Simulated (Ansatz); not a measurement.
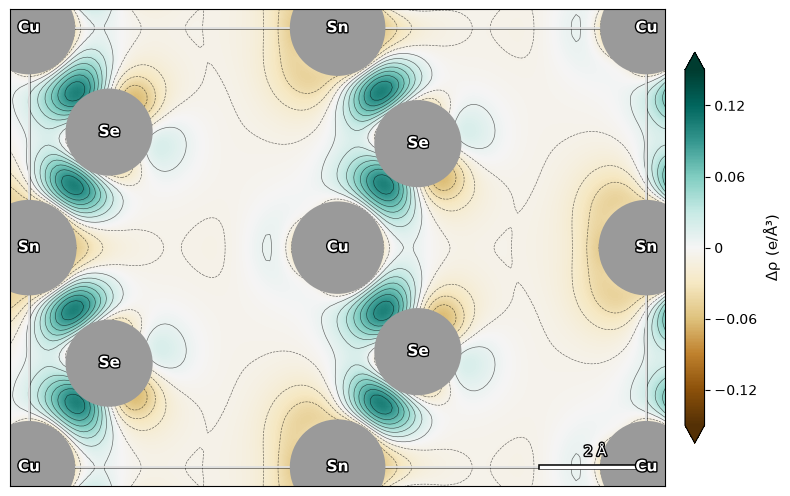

ZnCu2SnSe4. Deformation density (self-consistent density less superposed neutral spherical atoms): a map on the (11̄0) plane of the conventional cell, with grey discs over the atomic cores. Cores are masked to 0.8 Å (Zn), 0.9 Å (Cu), 0.9 Å (Sn) and 0.8 Å (Se).

Space group I-4. The cell comes from a database of computed structures, not from a measurement.

These are results of DFT PBE, scalar-relativistic, plane waves, PAW (Ansatz), not measurements.

Core electrons are frozen (PAW), so the fields are smoothed inside the atomic spheres.

Where does charge go when the atoms form this crystal?

Cu–Se (2.44 Å): Δρ is +0.08 e/Å³ at the midpoint.
Se–Zn (2.49 Å): Δρ is +0.09 e/Å³ at the midpoint, with a peak of 0.11 e/Å³ 1.0 Å from Se: a build-up of bond charge (this contact isn't in the plane drawn).
Se–Sn (2.62 Å): Δρ is +0.1 e/Å³ at the midpoint, where it peaks: bond charge of a polar bond.
Over the whole cell, outside the masked cores, the largest gain, 0.11 e/Å³, lies 1.0 Å from a selenium nucleus and 1.5 Å from a zinc one, and the largest loss lies at the edge of the masked core of Se.
The rearranged charge, half the integral of |Δρ|, is about 0.20 e an atom.
Bader charges: Zn +0.71, Cu +0.36, Sn +1.10 and Se −0.64 e.

The run took 78 s on 2 threads of Intel(R) Xeon(R) Processor @ 2.70GHz, on a shared host, peak memory 0.77 GiB.
